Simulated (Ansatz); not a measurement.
## Geometry relaxation of SiO2 (part 2 of 2)

SiO2 (slab, 24 atoms in the cell); DFT PBE, scalar-relativistic, plane waves, PAW, PAW set soft_1, no spin polarisation (Ansatz 0.2.0); cutoff 420 eV, 2×2×1 k-mesh, Fermi–Dirac smearing of 0.05 eV. The structure derives from an entry of the Crystallography Open Database. The input holds or restrains some coordinates. Forces given for the steps count only the free coordinates. It belongs to a series of runs on one base structure; here: start relaxed.

Geometry of the input (Å; fractional positions):
```
5.9206  0.0000  0.0000
0.0000  5.3368  0.0000
0.0000  0.0000  17.7714
Si 0.0000  0.0000  0.0563
Si 0.5000  0.2500  0.0563
O  1.0000  0.0000  0.1582
O  0.1941  0.2500  0.0563
O  0.5000  0.0000  0.1209
O  0.8059  0.2500  0.0563
Si 0.5000  0.0000  0.2228
Si 0.0000  0.2500  0.2228
O  0.5000  0.0000  0.3248
O  0.6941  0.2500  0.2228
O  0.0000  0.0000  0.2875
O  0.3059  0.2500  0.2228
Si 0.0000  0.5000  0.0563
Si 0.5000  0.7500  0.0563
O  1.0000  0.5000  0.1582
O  0.1941  0.7500  0.0563
O  0.5000  0.5000  0.1209
O  0.8059  0.7500  0.0563
Si 0.5000  0.5000  0.2228
Si 0.0000  0.7500  0.2228
O  0.5000  0.5000  0.3248
O  0.6941  0.7500  0.2228
O  0.0000  0.5000  0.2875
O  0.3059  0.7500  0.2228
```

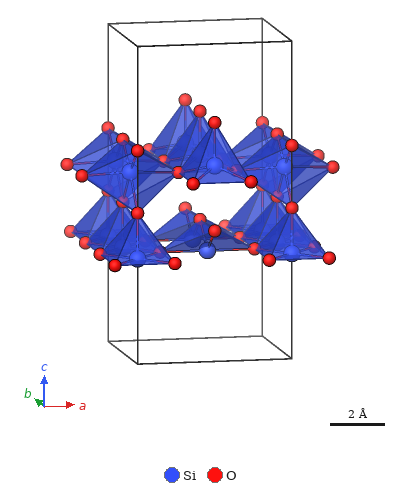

The geometry at step 5 of the log (polyhedral view of the cell of the calculation, with the vacuum cut short, seen slightly off an axis; polyhedra are completed across the faces of the cell).

### Output, continued
```
--- Relaxed structure (9 steps of the walk, 9 accepted, 0 SCFs on fresh bases) ---
  F+E_penalty+E_count = -14170.52197706 eV   max|allowed force component| = 3.636e-2 eV/Å
  atoms:
    - { symbol: Si, position: [0.0, 0.0, 0.056270099999999997] }
    - { symbol: Si, position: [0.49999999999999994, 0.24999999999999997, 0.056270099999999997] }
    - { symbol: O, position: [0.9999999999999999, 6.710062191472448e-35, 0.1545801510056609] }
    - { symbol: O, position: [0.19409999999999997, 0.24999999999999997, 0.056270099999999997] }
    - { symbol: O, position: [0.49999999999999994, 3.608772943312913e-35, 0.10989062515253671] }
    - { symbol: O, position: [0.8059, 0.24999999999999997, 0.056270099999999997] }
    - { symbol: Si, position: [0.49999999999999994, -5.41315941496937e-35, 0.256643201414712] }
    - { symbol: Si, position: [-1.95175656310857e-34, 0.24999999999999997, 0.231720650705918] }
    - { symbol: O, position: [0.49999999999999994, -4.5109661791411415e-36, 0.34893739429865356] }
    - { symbol: O, position: [0.6878639509726961, 0.24999999999999997, 0.23016445946842373] }
    - { symbol: O, position: [2.4722249799375216e-33, 3.6122971356403673e-34, 0.2887779121209669] }
    - { symbol: O, position: [0.31213604902730374, 0.24999999999999997, 0.23016445946842373] }
    - { symbol: Si, position: [0.0, 0.49999999999999994, 0.056270099999999997] }
    - { symbol: Si, position: [0.49999999999999994, 0.7499999999999999, 0.056270099999999997] }
    - { symbol: O, position: [0.9999999999999999, 0.49999999999999994, 0.1545801510056609] }
    - { symbol: O, position: [0.19409999999999997, 0.7499999999999999, 0.056270099999999997] }
    - { symbol: O, position: [0.49999999999999994, 0.49999999999999994, 0.10989062515253671] }
    - { symbol: O, position: [0.8059, 0.7499999999999999, 0.056270099999999997] }
    - { symbol: Si, position: [0.49999999999999994, 0.49999999999999994, 0.256643201414712] }
    - { symbol: Si, position: [-1.95175656310857e-34, 0.7499999999999999, 0.231720650705918] }
    - { symbol: O, position: [0.49999999999999994, 0.49999999999999994, 0.34893739429865356] }
    - { symbol: O, position: [0.6878639509726961, 0.7499999999999999, 0.23016445946842373] }
    - { symbol: O, position: [2.9926933967664735e-33, 0.49999999999999994, 0.2887779121209669] }
    - { symbol: O, position: [0.31213604902730374, 0.7499999999999999, 0.23016445946842373] }
```

### Trajectory as extended XYZ (Å, eV, eV/Å), 9 frames, from step=1 to step=9
```
24
Lattice="5.9206 0.0000 0.0000 0.0000 5.3368 0.0000 0.0000 0.0000 17.7714" Properties=species:S:1:pos:R:3:forces:R:3 step=1 energy=-14167.91487
Si    0.0000    0.0000    1.0000    0.0000   0.0000   5.5251
Si    2.9603    1.3342    1.0000    0.0000   0.0000  -0.1211
O     5.9206    0.0000    2.8111    0.0000   0.0000  -3.5410
O     1.1492    1.3342    1.0000   -1.7309   0.0000  -2.2579
O     2.9603    0.0000    2.1492    0.0000   0.0000  -1.7254
O     4.7714    1.3342    1.0000    1.7309   0.0000  -2.2579
Si    2.9603    0.0000    3.9603    0.0000   0.0000   4.0635
Si    0.0000    1.3342    3.9603    0.0000   0.0000   4.6635
O     2.9603    0.0000    5.7714    0.0000   0.0000  -0.7015
O     4.1095    1.3342    3.9603   -0.0218   0.0000  -1.2722
O     0.0000    0.0000    5.1095    0.0000   0.0000  -1.1024
O     1.8111    1.3342    3.9603    0.0218   0.0000  -1.2722
Si    0.0000    2.6684    1.0000    0.0000   0.0000   5.5251
Si    2.9603    4.0026    1.0000    0.0000   0.0000  -0.1211
O     5.9206    2.6684    2.8111    0.0000   0.0000  -3.5410
O     1.1492    4.0026    1.0000   -1.7309   0.0000  -2.2579
O     2.9603    2.6684    2.1492    0.0000   0.0000  -1.7254
O     4.7714    4.0026    1.0000    1.7309   0.0000  -2.2579
Si    2.9603    2.6684    3.9603    0.0000   0.0000   4.0635
Si    0.0000    4.0026    3.9603    0.0000   0.0000   4.6635
O     2.9603    2.6684    5.7714    0.0000   0.0000  -0.7015
O     4.1095    4.0026    3.9603   -0.0218   0.0000  -1.2722
O     0.0000    2.6684    5.1095    0.0000   0.0000  -1.1024
O     1.8111    4.0026    3.9603    0.0218   0.0000  -1.2722
24
Lattice="5.9206 0.0000 0.0000 0.0000 5.3368 0.0000 0.0000 0.0000 17.7714" Properties=species:S:1:pos:R:3:forces:R:3 step=2 energy=-14168.57096
Si    0.0000    0.0000    1.0000    0.0000   0.0000   6.0737
Si    2.9603    1.3342    1.0000    0.0000   0.0000   0.0941
O     5.9206    0.0000    2.7944    0.0000   0.0000  -2.6366
O     1.1492    1.3342    1.0000   -1.8433   0.0000  -2.5308
O     2.9603    0.0000    2.1461    0.0000   0.0000  -1.7051
O     4.7714    1.3342    1.0000    1.8433   0.0000  -2.5308
Si    2.9603    0.0000    3.9949    0.0000   0.0000   3.2675
Si    0.0000    1.3342    3.9920    0.0000   0.0000   3.4703
O     2.9603    0.0000    5.7879    0.0000   0.0000  -0.7213
O     4.1093    1.3342    3.9423   -0.0327   0.0000  -0.8574
O     0.0000    0.0000    5.1195    0.0000   0.0000  -1.0674
O     1.8113    1.3342    3.9423    0.0327   0.0000  -0.8574
Si    0.0000    2.6684    1.0000    0.0000   0.0000   6.0737
Si    2.9603    4.0026    1.0000    0.0000   0.0000   0.0941
O     5.9206    2.6684    2.7944    0.0000   0.0000  -2.6366
O     1.1492    4.0026    1.0000   -1.8433   0.0000  -2.5308
O     2.9603    2.6684    2.1461    0.0000   0.0000  -1.7051
O     4.7714    4.0026    1.0000    1.8433   0.0000  -2.5308
Si    2.9603    2.6684    3.9949    0.0000   0.0000   3.2675
Si    0.0000    4.0026    3.9920    0.0000   0.0000   3.4703
O     2.9603    2.6684    5.7879    0.0000   0.0000  -0.7213
O     4.1093    4.0026    3.9423   -0.0327   0.0000  -0.8574
O     0.0000    2.6684    5.1195    0.0000   0.0000  -1.0674
O     1.8113    4.0026    3.9423    0.0327   0.0000  -0.8574
24
Lattice="5.9206 0.0000 0.0000 0.0000 5.3368 0.0000 0.0000 0.0000 17.7714" Properties=species:S:1:pos:R:3:forces:R:3 step=3 energy=-14169.58456
Si    0.0000    0.0000    1.0000    0.0000   0.0000   5.5045
Si    2.9603    1.3342    1.0000    0.0000   0.0000  -0.1312
O     5.9206    0.0000    2.6668    0.0000   0.0000   0.6973
O     1.1492    1.3342    1.0000   -1.2133   0.0000  -3.6138
O     2.9603    0.0000    2.0250    0.0000   0.0000  -0.5585
O     4.7714    1.3342    1.0000    1.2133   0.0000  -3.6138
Si    2.9603    0.0000    4.0843    0.0000   0.0000  -0.7006
Si    0.0000    1.3342    4.0104    0.0000   0.0000   0.1267
O     2.9603    0.0000    5.6921    0.0000   0.0000   2.3499
O     4.1048    1.3342    3.8431   -0.1055   0.0000  -0.2751
O     0.0000    0.0000    5.0045    0.0000   0.0000   0.4896
O     1.8158    1.3342    3.8431    0.1055   0.0000  -0.2751
Si    0.0000    2.6684    1.0000    0.0000   0.0000   5.5045
Si    2.9603    4.0026    1.0000    0.0000   0.0000  -0.1312
O     5.9206    2.6684    2.6668    0.0000   0.0000   0.6973
O     1.1492    4.0026    1.0000   -1.2133   0.0000  -3.6138
O     2.9603    2.6684    2.0250    0.0000   0.0000  -0.5585
O     4.7714    4.0026    1.0000    1.2133   0.0000  -3.6138
Si    2.9603    2.6684    4.0843    0.0000   0.0000  -0.7006
Si    0.0000    4.0026    4.0104    0.0000   0.0000   0.1267
O     2.9603    2.6684    5.6921    0.0000   0.0000   2.3499
O     4.1048    4.0026    3.8431   -0.1055   0.0000  -0.2751
O     0.0000    2.6684    5.0045    0.0000   0.0000   0.4896
O     1.8158    4.0026    3.8431    0.1055   0.0000  -0.2751
24
Lattice="5.9206 0.0000 0.0000 0.0000 5.3368 0.0000 0.0000 0.0000 17.7714" Properties=species:S:1:pos:R:3:forces:R:3 step=4 energy=-14170.19242
Si    0.0000    0.0000    1.0000    0.0000   0.0000   6.1036
Si    2.9603    1.3342    1.0000    0.0000   0.0000  -0.0461
O     5.9206    0.0000    2.6918    0.0000   0.0000   0.4948
O     1.1492    1.3342    1.0000   -1.2388   0.0000  -3.6784
O     2.9603    0.0000    1.9747    0.0000   0.0000  -0.1867
O     4.7714    1.3342    1.0000    1.2388   0.0000  -3.6784
Si    2.9603    0.0000    4.2500    0.0000   0.0000   0.2185
Si    0.0000    1.3342    4.0526    0.0000   0.0000  -0.0328
O     2.9603    0.0000    5.8921    0.0000   0.0000   0.7215
O     4.0904    1.3342    3.9035   -0.0995   0.0000  -0.0265
O     0.0000    0.0000    5.0596    0.0000   0.0000   0.1383
O     1.8302    1.3342    3.9035    0.0995   0.0000  -0.0265
Si    0.0000    2.6684    1.0000    0.0000   0.0000   6.1036
Si    2.9603    4.0026    1.0000    0.0000   0.0000  -0.0461
O     5.9206    2.6684    2.6918    0.0000   0.0000   0.4948
O     1.1492    4.0026    1.0000   -1.2388   0.0000  -3.6784
O     2.9603    2.6684    1.9747    0.0000   0.0000  -0.1867
O     4.7714    4.0026    1.0000    1.2388   0.0000  -3.6784
Si    2.9603    2.6684    4.2500    0.0000   0.0000   0.2185
Si    0.0000    4.0026    4.0526    0.0000   0.0000  -0.0328
O     2.9603    2.6684    5.8921    0.0000   0.0000   0.7215
O     4.0904    4.0026    3.9035   -0.0995   0.0000  -0.0265
O     0.0000    2.6684    5.0596    0.0000   0.0000   0.1383
O     1.8302    4.0026    3.9035    0.0995   0.0000  -0.0265
24
Lattice="5.9206 0.0000 0.0000 0.0000 5.3368 0.0000 0.0000 0.0000 17.7714" Properties=species:S:1:pos:R:3:forces:R:3 step=5 energy=-14170.46491
Si    0.0000    0.0000    1.0000    0.0000   0.0000   6.5951
Si    2.9603    1.3342    1.0000    0.0000   0.0000   0.2045
O     5.9206    0.0000    2.7304    0.0000   0.0000   0.0476
O     1.1492    1.3342    1.0000   -1.3742   0.0000  -3.5667
O     2.9603    0.0000    1.9597    0.0000   0.0000  -0.1700
O     4.7714    1.3342    1.0000    1.3742   0.0000  -3.5667
Si    2.9603    0.0000    4.4386    0.0000   0.0000  -0.0015
Si    0.0000    1.3342    4.0895    0.0000   0.0000   0.0950
O     2.9603    0.0000    6.0775    0.0000   0.0000   0.3425
O     4.0710    1.3342    4.0040    0.2712   0.0000   0.0714
O     0.0000    0.0000    5.1099    0.0000   0.0000  -0.1247
O     1.8496    1.3342    4.0040   -0.2712   0.0000   0.0714
Si    0.0000    2.6684    1.0000    0.0000   0.0000   6.5951
Si    2.9603    4.0026    1.0000    0.0000   0.0000   0.2045
O     5.9206    2.6684    2.7304    0.0000   0.0000   0.0476
O     1.1492    4.0026    1.0000   -1.3742   0.0000  -3.5667
O     2.9603    2.6684    1.9597    0.0000   0.0000  -0.1700
O     4.7714    4.0026    1.0000    1.3742   0.0000  -3.5667
Si    2.9603    2.6684    4.4386    0.0000   0.0000  -0.0015
Si    0.0000    4.0026    4.0895    0.0000   0.0000   0.0950
O     2.9603    2.6684    6.0775    0.0000   0.0000   0.3425
O     4.0710    4.0026    4.0040    0.2712   0.0000   0.0714
O     0.0000    2.6684    5.1099    0.0000   0.0000  -0.1247
O     1.8496    4.0026    4.0040   -0.2712   0.0000   0.0714
24
Lattice="5.9206 0.0000 0.0000 0.0000 5.3368 0.0000 0.0000 0.0000 17.7714" Properties=species:S:1:pos:R:3:forces:R:3 step=6 energy=-14170.50548
Si    0.0000    0.0000    1.0000    0.0000   0.0000   6.6291
Si    2.9603    1.3342    1.0000    0.0000   0.0000   0.1305
O     5.9206    0.0000    2.7396    0.0000   0.0000   0.1731
O     1.1492    1.3342    1.0000   -1.4181   0.0000  -3.5185
O     2.9603    0.0000    1.9504    0.0000   0.0000   0.1527
O     4.7714    1.3342    1.0000    1.4181   0.0000  -3.5185
Si    2.9603    0.0000    4.5664    0.0000   0.0000   0.0682
Si    0.0000    1.3342    4.1086    0.0000   0.0000   0.2025
O     2.9603    0.0000    6.2051    0.0000   0.0000   0.0693
O     4.0823    1.3342    4.1088   -0.3800   0.0000  -0.1768
O     0.0000    0.0000    5.1245    0.0000   0.0000  -0.0339
O     1.8384    1.3342    4.1088    0.3800   0.0000  -0.1768
Si    0.0000    2.6684    1.0000    0.0000   0.0000   6.6291
Si    2.9603    4.0026    1.0000    0.0000   0.0000   0.1305
O     5.9206    2.6684    2.7396    0.0000   0.0000   0.1731
O     1.1492    4.0026    1.0000   -1.4181   0.0000  -3.5185
O     2.9603    2.6684    1.9504    0.0000   0.0000   0.1527
O     4.7714    4.0026    1.0000    1.4181   0.0000  -3.5185
Si    2.9603    2.6684    4.5664    0.0000   0.0000   0.0682
Si    0.0000    4.0026    4.1086    0.0000   0.0000   0.2025
O     2.9603    2.6684    6.2051    0.0000   0.0000   0.0693
O     4.0823    4.0026    4.1088   -0.3800   0.0000  -0.1768
O     0.0000    2.6684    5.1245    0.0000   0.0000  -0.0339
O     1.8384    4.0026    4.1088    0.3800   0.0000  -0.1768
24
Lattice="5.9206 0.0000 0.0000 0.0000 5.3368 0.0000 0.0000 0.0000 17.7714" Properties=species:S:1:pos:R:3:forces:R:3 step=7 energy=-14170.51419
Si    0.0000    0.0000    1.0000    0.0000   0.0000   6.7365
Si    2.9603    1.3342    1.0000    0.0000   0.0000   0.1524
O     5.9206    0.0000    2.7431    0.0000   0.0000   0.0756
O     1.1492    1.3342    1.0000   -1.4027   0.0000  -3.5440
O     2.9603    0.0000    1.9434    0.0000   0.0000   0.1218
O     4.7714    1.3342    1.0000    1.4027   0.0000  -3.5440
Si    2.9603    0.0000    4.5803    0.0000   0.0000  -0.2010
Si    0.0000    1.3342    4.1144    0.0000   0.0000  -0.0599
O     2.9603    0.0000    6.2187    0.0000   0.0000  -0.0525
O     4.0696    1.3342    4.0861    0.0311   0.0000   0.1407
O     0.0000    0.0000    5.1259    0.0000   0.0000   0.0341
O     1.8510    1.3342    4.0861   -0.0311   0.0000   0.1407
Si    0.0000    2.6684    1.0000    0.0000   0.0000   6.7365
Si    2.9603    4.0026    1.0000    0.0000   0.0000   0.1524
O     5.9206    2.6684    2.7431    0.0000   0.0000   0.0756
O     1.1492    4.0026    1.0000   -1.4027   0.0000  -3.5440
O     2.9603    2.6684    1.9434    0.0000   0.0000   0.1218
O     4.7714    4.0026    1.0000    1.4027   0.0000  -3.5440
Si    2.9603    2.6684    4.5803    0.0000   0.0000  -0.2010
Si    0.0000    4.0026    4.1144    0.0000   0.0000  -0.0599
O     2.9603    2.6684    6.2187    0.0000   0.0000  -0.0525
O     4.0696    4.0026    4.0861    0.0311   0.0000   0.1407
O     0.0000    2.6684    5.1259    0.0000   0.0000   0.0341
O     1.8510    4.0026    4.0861   -0.0311   0.0000   0.1407
24
Lattice="5.9206 0.0000 0.0000 0.0000 5.3368 0.0000 0.0000 0.0000 17.7714" Properties=species:S:1:pos:R:3:forces:R:3 step=8 energy=-14170.52197
Si    0.0000    0.0000    1.0000    0.0000   0.0000   6.7810
Si    2.9603    1.3342    1.0000    0.0000   0.0000   0.2528
O     5.9206    0.0000    2.7471    0.0000   0.0000   0.0216
O     1.1492    1.3342    1.0000   -1.4198   0.0000  -3.5150
O     2.9603    0.0000    1.9529    0.0000   0.0000  -0.0024
O     4.7714    1.3342    1.0000    1.4198   0.0000  -3.5150
Si    2.9603    0.0000    4.5609    0.0000   0.0000  -0.0337
Si    0.0000    1.3342    4.1180    0.0000   0.0000  -0.0146
O     2.9603    0.0000    6.2011    0.0000   0.0000   0.0229
O     4.0726    1.3342    4.0903   -0.0141   0.0000   0.0102
O     0.0000    0.0000    5.1320    0.0000   0.0000  -0.0184
O     1.8480    1.3342    4.0903    0.0141   0.0000   0.0102
Si    0.0000    2.6684    1.0000    0.0000   0.0000   6.7810
Si    2.9603    4.0026    1.0000    0.0000   0.0000   0.2528
O     5.9206    2.6684    2.7471    0.0000   0.0000   0.0216
O     1.1492    4.0026    1.0000   -1.4198   0.0000  -3.5150
O     2.9603    2.6684    1.9529    0.0000   0.0000  -0.0024
O     4.7714    4.0026    1.0000    1.4198   0.0000  -3.5150
Si    2.9603    2.6684    4.5609    0.0000   0.0000  -0.0337
Si    0.0000    4.0026    4.1180    0.0000   0.0000  -0.0146
O     2.9603    2.6684    6.2011    0.0000   0.0000   0.0229
O     4.0726    4.0026    4.0903   -0.0141   0.0000   0.0102
O     0.0000    2.6684    5.1320    0.0000   0.0000  -0.0184
O     1.8480    4.0026    4.0903    0.0141   0.0000   0.0102
24
Lattice="5.9206 0.0000 0.0000 0.0000 5.3368 0.0000 0.0000 0.0000 17.7714" Properties=species:S:1:pos:R:3:forces:R:3 step=9 energy=-14170.52198
Si    0.0000    0.0000    1.0000    0.0000   0.0000   6.7813
Si    2.9603    1.3342    1.0000    0.0000   0.0000   0.2518
O     5.9206    0.0000    2.7471    0.0000   0.0000   0.0218
O     1.1492    1.3342    1.0000   -1.4195   0.0000  -3.5147
O     2.9603    0.0000    1.9529    0.0000   0.0000  -0.0022
O     4.7714    1.3342    1.0000    1.4195   0.0000  -3.5147
Si    2.9603    0.0000    4.5609    0.0000   0.0000  -0.0364
Si    0.0000    1.3342    4.1180    0.0000   0.0000  -0.0139
O     2.9603    0.0000    6.2011    0.0000   0.0000   0.0258
O     4.0726    1.3342    4.0903   -0.0145   0.0000   0.0103
O     0.0000    0.0000    5.1320    0.0000   0.0000  -0.0196
O     1.8480    1.3342    4.0903    0.0145   0.0000   0.0103
Si    0.0000    2.6684    1.0000    0.0000   0.0000   6.7813
Si    2.9603    4.0026    1.0000    0.0000   0.0000   0.2518
O     5.9206    2.6684    2.7471    0.0000   0.0000   0.0218
O     1.1492    4.0026    1.0000   -1.4195   0.0000  -3.5147
O     2.9603    2.6684    1.9529    0.0000   0.0000  -0.0022
O     4.7714    4.0026    1.0000    1.4195   0.0000  -3.5147
Si    2.9603    2.6684    4.5609    0.0000   0.0000  -0.0364
Si    0.0000    4.0026    4.1180    0.0000   0.0000  -0.0139
O     2.9603    2.6684    6.2011    0.0000   0.0000   0.0258
O     4.0726    4.0026    4.0903   -0.0145   0.0000   0.0103
O     0.0000    2.6684    5.1320    0.0000   0.0000  -0.0196
O     1.8480    4.0026    4.0903    0.0145   0.0000   0.0103
```

### Key numbers

```csv
quantity,value
outcome,converged under the restraints of the input
electrons treated,128
free energy,−14170.5220 eV
Fermi energy,−0.659 eV
final volume,561.52 Å³
"largest force (length of the vector) at the end, held atoms and coordinates included",6.781 eV/Å
wall time,78 s
peak memory,0.68 GiB
```

### Notes

The k-point mesh is coarse for a cell of this size, so the results may not be converged.
